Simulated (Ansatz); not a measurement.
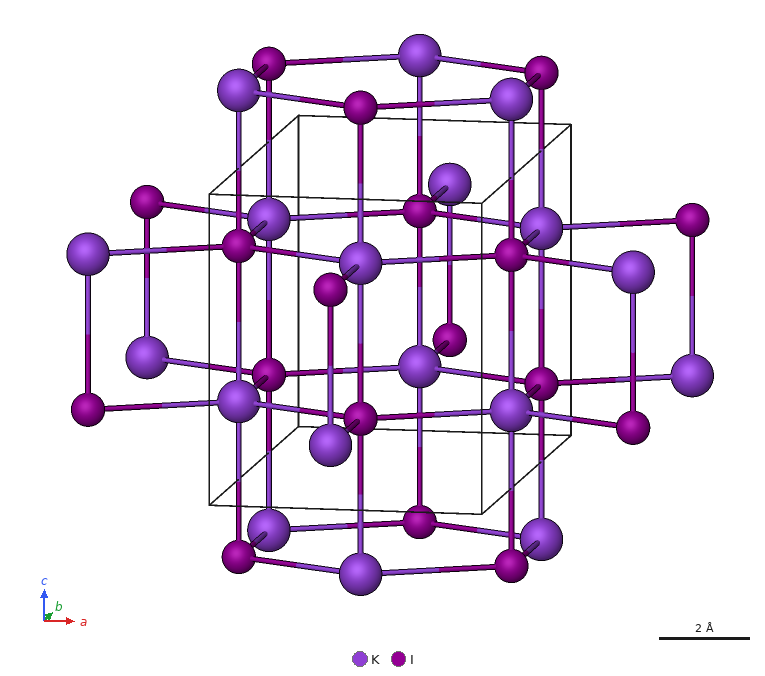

A ball-and-stick rendering, viewed slightly off an axis. Lines trace the edges of the conventional unit cell. Outside the box, the atoms bonded to those within are drawn.

KI, space group Cmcm (No. 63), a = 6.190 Å, b = 10.461 Å, c = 7.039 Å, α = 90.00°, β = 90.00°, γ = 90.00°. The structure comes from a structure type filled with these elements by a generator (whether the compound takes this form wasn't checked). The cell was then strained or its atoms displaced on purpose. A calculation with Ansatz used it as input.

This one geometry was computed with Ansatz (DFT, plane waves, PAW) at three levels of theory: r2SCAN, PBE and HSE06. It was relaxed with r2SCAN and then strained.

How does the band gap change with the level of theory?

PBE: a gap of 3.76 eV, direct; r2SCAN: a gap of 4.33 eV, direct; HSE06: a gap of 4.71 eV, direct.

Collect the results in a table.

| level | cutoff (eV) | k-mesh of the run's cell | gap (eV) | pressure (GPa) |
| --- | --- | --- | --- | --- |
| r2SCAN | 500 | 6×6×4 | 4.33 | -0.2 |
| PBE | 420 | 6×6×4 | 3.76 | 0.0 |
| HSE06 | 420 | 6×6×4 | 4.71 | -0.1 |

Gaps are taken on the k-mesh or band path of each run.
